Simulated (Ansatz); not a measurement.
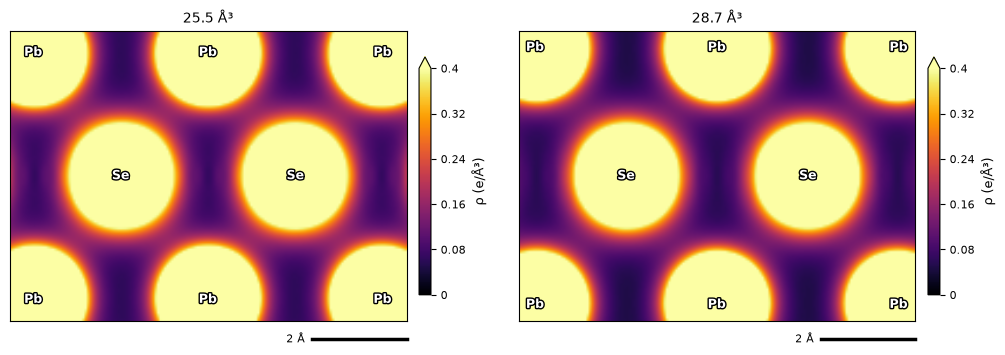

PbSe. The valence pseudo-density of cells scaled evenly to different volumes (given per atom above each panel), on the (101) plane of each (indices in the axes of the cell below), at one length scale and on one colour scale.

A structure from a database of computed crystals, not necessarily the ambient phase.

All numbers below come from Ansatz, Kohn-Sham DFT of a periodic cell, HSE06, Ansatz PAW.

In a PAW calculation such maps are meaningful between the atoms, not at the nuclei.

The largest cell:

```
Pb Se
1.0
     3.85854    0.00000    0.00000
     0.00000    3.85854    0.00000
     0.00000    0.00000    3.85854
Pb Se
1 1
Direct
  0.00000 0.00000 0.00000
  0.50000 0.50000 0.50000
```

| volume (Å³/atom) | Pb–Se contact in the plane (Å) | ρ at its midpoint (e/Å³) | pressure (GPa) | 
| --- | --- | --- | --- |
| 25.47 | 3.210 | 0.167 | 2.1 | 
| 26.56 | 3.255 | ? | ? | 
| 28.72 | 3.342 | 0.134 | −3.6 | 

Question: What values belong in the row with question marks?

Answer: Over the known rows ln ρ falls by 1.67 per Å of Pb–Se distance (the line through the two), which gives 0.155 e/Å³ at 3.255 Å; the calculation gives 0.155 e/Å³. For the pressure, a straight line in volume between the neighbouring rows gives 0.2 GPa; the calculation gives 0.0.
